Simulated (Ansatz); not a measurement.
# Single-point calculation of Zr3S2

The run: single-point calculation of Zr3S2 (R32, 10 atoms in the cell). Method and program: DFT PBE, scalar-relativistic, plane waves, PAW, no spin polarisation (Ansatz 0.2.0).

The structure derives from a Materials Project entry. It belongs to a series of runs on one base structure; here: the relaxed cell repeated 2 times.

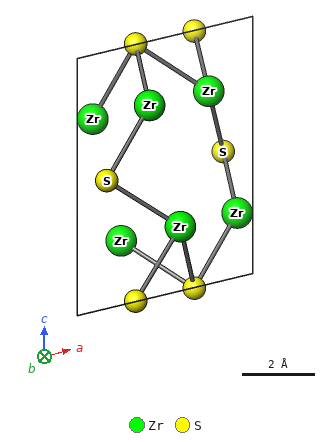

The structure as given in the input (ball-and-stick view of the cell of the calculation, along the b axis). An atom can appear more than once, as a periodic image. Near neighbours in the periodic cell (some may lie outside the picture): Zr has 4 S at 2.60 to 2.61 Å; S has 6 Zr at 2.60 to 2.61 Å.

Results in brief:

- outcome: converged
- space group (tolerance 0.01 Å): R32 (155)
- electrons treated: 96
- free energy: −28722.2134 eV
- Fermi energy: 12.884 eV
- gap on the k-point mesh: none (metallic)
- pressure: −0.01 GPa
- largest force (length of the vector): 0.004 eV/Å
- hardware: 2 threads of Arm Neoverse V1, 24 GiB of memory available, shared host
- wall time: 3.7 min (CPU time 7.4 min)
- peak memory: 2.8 GiB

Notes:

The program warns: the k-point mesh lowers the symmetry that the run can use.

Input:
```yaml
crystal:
  lattice:
    - [2.8952118352, -5.0146539972, 0.0]
    - [5.7904236704, 0.0, 0.0]
    - [2.8952118352, -1.6715513324, 6.9607484213]
  atoms:
    - { symbol: Zr, position: [0.75, 0.4121066357, 0.75] }
    - { symbol: Zr, position: [0.25, 0.9121066357, 0.25] }
    - { symbol: Zr, position: [0.0878933643, 0.75, 0.75] }
    - { symbol: Zr, position: [0.5878933643, 0.25, 0.25] }
    - { symbol: Zr, position: [0.4121066357, 0.0878933643, 0.75] }
    - { symbol: Zr, position: [0.9121066357, 0.5878933643, 0.25] }
    - { symbol: S, position: [0.8326117266, 0.8326117266, 0.5021648202] }
    - { symbol: S, position: [0.3326117266, 0.3326117266, 0.0021648202] }
    - { symbol: S, position: [0.6673882734, 0.6673882734, 0.9978351798] }
    - { symbol: S, position: [0.1673882734, 0.1673882734, 0.4978351798] }
basis:
  ecutwfc: 420
kpoints:
  mp_grid: { grid: [12, 12, 10] }
hamiltonian:
  xc: pbe
scf:
  occupations: { method: gaussian, width: 0.15 }
output:
  forces: true
  stress: true
  eigenvalues: true
```

Command:
```bash
ansatz run input.yaml --threads 2 --pin off --max-ram 5120MiB --backend cpu --events-out ev --progress --plain --runs-dir out
```

Output:
```
Warning: crystal.symmetry: narrowed to the stabiliser of the k-point mesh — unitary ops 12 → 4; excluded 8 operations that carry a point of the 12×12×10 mesh (shift [0, 0, 0]) off the mesh (the run samples exactly the mesh kpoints.mp_grid names, as under crystal.symmetry.detect: false, and its converged state has the mesh's symmetry, not the crystal's; ε∞, the Born charges and the force constants of a linear response (`dielectric:` by the response, `phonons.method: dfpt`) are averaged over those of the crystal's operations that the state keeps within a tolerance, where `mesh_tensors`, `unaveraged_element` or `gamma_mean_max_change_ev_ang2` stands beside them; a row that `dielectric.field_direction` solves alone is averaged likewise, with nothing beside; a Γ-centred mesh of equal divisions is mapped onto itself by every operation and keeps the whole group, as does a half-shifted one under kpoints.further_shifts: images)
Engine: ansatz 0.2.0, aarch64-unknown-linux-gnu
Pseudopotentials: kind: paw
Pseudopotential: Zr, paw, valence charge 12, recommended cutoff 420 eV (normal), Zr.paw.azcp
Pseudopotential: S, paw, valence charge 6, recommended cutoff 420 eV (normal), S.paw.azcp
Functional definition: PBE
  parameter kappa = 0.804
  parameter beta = 0.06672455060314922
  exchange = pbe_x(kappa = kappa, mu = beta*pi^2/3)
  correlation = pbe_c(beta = beta)
Crystal: 10 atoms, lattice volume = 202.119 Å³
Basis set: ecut = 420 eV, 3959 PW (Γ), exchange–correlation on 80×80×108 points (8 copies of the dense FFT grid, shifted against one another)
Bands: 58, of which v1, the nominal top of the filled ones, is band 48 counted from 1 (47 counted from 0)
Symmetry: 4 space group operations
k-points: 398 of 1440 (time reversal used)
Non-local potential: Zr, projectors of the file, l = 0: 3, l = 1: 2, l = 2: 2, l = 3: 2
Non-local potential: S, projectors of the file, l = 0: 2, l = 1: 2, l = 2: 2
PAW form: soft (Blöchl's): semilocal exchange-correlation on the pseudo side does not see the compensation charge
PAW one-centre angular grid: Zr, 590 points (default); XC on 64 Gauss nodes
PAW one-centre angular grid: S, 110 points (default); XC on 64 Gauss nodes
Initial density: superposition of atomic densities (neutral atoms: chi_scale 0, normalization atom), corrected by the library's trained network
Initial wavefunctions: pseudopotential atomic-orbital guess
Functional: x = pbe(κ = 0.804, μ = 0.2195149727645171), c = pbe(β = 0.06672455060314922)
SCF iter   1: F=—  HF=-28722.227859 eV  |F-HF|=—  |Δ(HF+E_count)|=         —  Δρ=6.56e-3  dr2=1.10e-1  ethr=1.77e-3  ⟨swp⟩=6.2  Hψ=93166  notcnv=0
preconditioner: auto → Kerker (q_TF=auto, 2.410 Å⁻¹)  [metal: Δε(μ)=0.000 eV  Ē_g=6.632 eV  σ=0.150 eV  W_gap=0.00  n_scr=46 (ndim 8)  ℏωp=18.1 eV  f_vac=0.000  D(μ)=4.72/eV (n_scr^D=28)]
SCF iter   2: F=—  HF=-28722.213944 eV  |F-HF|=—  |Δ(HF+E_count)|=   1.39e-2  Δρ=3.78e-3  dr2=3.51e-2  ethr=1.15e-4  ⟨swp⟩=2.5  Hψ=35233  notcnv=0  defer=1
SCF iter   3: F=—  HF=-28722.213053 eV  |F-HF|=—  |Δ(HF+E_count)|=   8.90e-4  Δρ=7.40e-4  dr2=1.46e-3  ethr=3.65e-5  ⟨swp⟩=2.0  Hψ=30591  notcnv=0  defer=1
SCF iter   4: F=—  HF=-28722.213114 eV  |F-HF|=—  |Δ(HF+E_count)|=   6.07e-5  Δρ=1.86e-4  dr2=9.65e-5  ethr=1.52e-6  ⟨swp⟩=2.3  Hψ=32670  notcnv=0  defer=1
SCF iter   5: F=—  HF=-28722.213381 eV  |F-HF|=—  |Δ(HF+E_count)|=   2.67e-4  Δρ=4.42e-5  dr2=4.15e-6  ethr=1.01e-7  ⟨swp⟩=2.0  Hψ=30287  notcnv=0  defer=1
SCF iter   6: F=—  HF=-28722.213382 eV  |F-HF|=—  |Δ(HF+E_count)|=   1.30e-6  Δρ=1.18e-5  dr2=4.79e-7  ethr=4.33e-9  ⟨swp⟩=2.2  Hψ=38042  notcnv=0  defer=1
SCF iter   7: F=—  HF=-28722.213382 eV  |F-HF|=—  |Δ(HF+E_count)|=   3.58e-8  Δρ=6.40e-6  dr2=2.25e-7  ethr=1.04e-10  ⟨swp⟩=10.5  Hψ=86967  notcnv=0
SCF iter   8: F=-28722.213382 eV  HF=-28722.213382 eV  |F-HF|=7.79e-10  |Δ(HF+E_count)|=   2.72e-8  Δρ=1.57e-6  dr2=5.87e-9  ethr=1.04e-10  ⟨swp⟩=2.9  Hψ=70468  notcnv=0
SCF 1 converged in 8 iterations: F = -28722.213382 eV  dr2 = 5.87e-9
  greatest PAW one-centre occupation: 0.996 electrons in one spin orbital (limit 2), on the Zr atom at site 5 (counted from 0), in its partial waves of l = 0
SCF converged after 8 iterations
Free energy (F): -28722.213382 eV
Harris-Foulkes:  -28722.213382 eV  (|F-HF|=7.79e-10)
Internal energy: -28722.158959 eV  (E = F + TS)
E sigma→0 (E₀):  -28722.186171 eV
Entropy (-TS):   -0.054423 eV (-5.442 meV/atom)
Fermi energy:    12.884230 eV
--- Per-component energies (eV) ---
  E_band       = -580.600564
  E_kinetic    = 2440.897487
  E_local      = -4496.538769  (includes V_loc(G=0)·N_el)
  E_nonlocal   = 590.726537
  E_hartree    = 1445.705074
  E_xc         = -1365.325778
  E_vxc        = -1505.202084  (∫ρ·V_xc dr)
  E_paw        = -20125.569513  (= ΣΔE_a)
  E_vpaw       = -501.892864  (= ΣTr[D̂ρ^β])
  E_aug_tail   = 0.000157  (compensation charges beyond the density's cutoff)
  E_ewald      = -7212.054154
  E_smearing   = -0.054423  (= −TS)
  E_closure    = -0.000000  (closes the sum)
  Σ components = -28722.213382   (vs F -28722.213382, Δ=0.00e0)
--- Forces (eV/Å), atoms counted from 1 ---
  atom   1  Zr    -0.00382077     0.00000025     0.00001031
  atom   2  Zr    -0.00382077     0.00000025     0.00001031
  atom   3  Zr     0.00191060    -0.00330876    -0.00001031
  atom   4  Zr     0.00191060    -0.00330876    -0.00001031
  atom   5  Zr     0.00191393     0.00331503    -0.00000000
  atom   6  Zr     0.00191393     0.00331503    -0.00000000
  atom   7  S      0.00000030    -0.00000259     0.00082271
  atom   8  S      0.00000030    -0.00000259     0.00082271
  atom   9  S     -0.00000240    -0.00000104    -0.00082271
  atom  10  S     -0.00000240    -0.00000104    -0.00082271
  max |Σ_I F_I| component: 5.79e-6 eV/Å
--- Stress (GPa, compression-positive) ---
        0.001212      -0.000012       0.000010
       -0.000012       0.001198      -0.000006
        0.000010      -0.000006      -0.023655
  P = ⅓ Tr σ = -0.0071 GPa (-0.071 kbar)
--- Band table (eV; the first three rows and the last of 398) ---
  k-point 0: bands = ["-36.2070", "-36.1867", "-36.1353", "-36.1353", "-36.1262", "-36.1262", "-14.6341", "-14.4140", "-14.3765", "-14.3765", "-14.3707", "-14.3619", "-14.3392", "-14.3392", "-14.3171", "-14.2989", "-14.2989", "-14.2250", "-14.2231", "-14.2231", "-13.9636", "-13.9636", "-13.9401", "-13.9401", "-2.1262", "-1.0169", "-0.9105", "-0.8016", "5.8311", "6.9266", "6.9266", "7.0701", "7.0701", "7.2548", "7.8945", "8.5527", "8.5527", "8.6109", "8.7973", "8.7973", "10.2805", "11.0585", "12.1021", "12.5081", "12.7077", "12.7077", "12.9891", "12.9891", "13.2178", "13.2178", "13.5827", "13.5827", "13.9675", "13.9675", "14.9076", "15.0967", "15.3272", "15.3272"]
  k-point 1: bands = ["-36.2065", "-36.1872", "-36.1375", "-36.1326", "-36.1288", "-36.1240", "-14.6266", "-14.4130", "-14.4065", "-14.3799", "-14.3571", "-14.3493", "-14.3434", "-14.3304", "-14.3160", "-14.3064", "-14.2887", "-14.2569", "-14.2310", "-14.1933", "-13.9631", "-13.9629", "-13.9407", "-13.9406", "-2.1024", "-1.0505", "-0.9076", "-0.8023", "5.8853", "6.7570", "6.8493", "7.1169", "7.2643", "7.3086", "7.8809", "8.4141", "8.4994", "8.6308", "8.6912", "8.9468", "10.3888", "11.0856", "12.0424", "12.5259", "12.7159", "12.7452", "12.9288", "13.0531", "13.1080", "13.3364", "13.3703", "13.7744", "13.8446", "14.0274", "14.8779", "15.0832", "15.3131", "15.3167"]
  k-point 2: bands = ["-36.2050", "-36.1886", "-36.1390", "-36.1317", "-36.1298", "-36.1224", "-14.6048", "-14.4284", "-14.4099", "-14.3964", "-14.3630", "-14.3546", "-14.3224", "-14.3180", "-14.3130", "-14.3129", "-14.2882", "-14.2693", "-14.2468", "-14.1721", "-13.9615", "-13.9612", "-13.9424", "-13.9421", "-2.0330", "-1.1436", "-0.8991", "-0.8069", "6.0422", "6.6162", "6.6661", "7.2882", "7.3163", "7.5345", "7.8419", "8.2299", "8.2915", "8.4662", "8.8175", "9.0627", "10.6522", "11.1650", "11.9151", "12.5101", "12.7521", "12.8401", "12.8805", "13.0215", "13.1120", "13.1863", "13.4364", "13.7414", "13.8802", "13.9847", "14.8165", "15.0043", "15.0810", "15.2975"]
  k-point 397: bands = ["-36.1687", "-36.1687", "-36.1518", "-36.1518", "-36.1380", "-36.1380", "-14.5434", "-14.5434", "-14.4743", "-14.4743", "-14.3392", "-14.3392", "-14.2876", "-14.2876", "-14.2579", "-14.2579", "-14.2145", "-14.2145", "-14.0855", "-14.0855", "-14.0763", "-14.0763", "-14.0280", "-14.0280", "-1.4247", "-1.4247", "-1.0521", "-1.0521", "6.4377", "6.4377", "7.0123", "7.0123", "7.2065", "7.2065", "8.1587", "8.1587", "8.4720", "8.4720", "9.1473", "9.1473", "11.3535", "11.3535", "11.6984", "11.6984", "12.0872", "12.0872", "12.2618", "12.2618", "13.2791", "13.2791", "13.6972", "13.6972", "14.2134", "14.2134", "14.6304", "14.6304", "14.9598", "14.9598"]
```

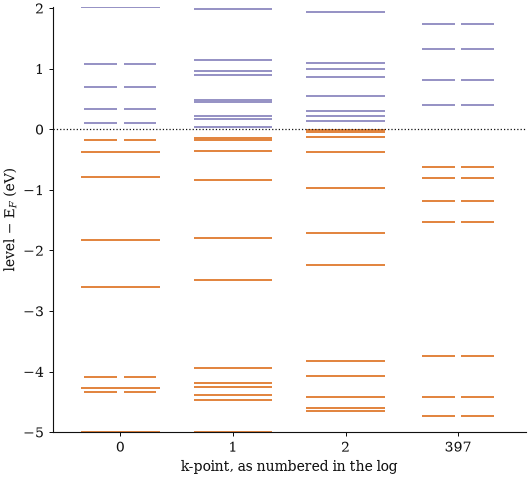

Kohn–Sham levels near the Fermi level (dotted) at the few k-points that the log prints; levels within 0.02 eV of each other stand side by side. The system is metallic on the full mesh.
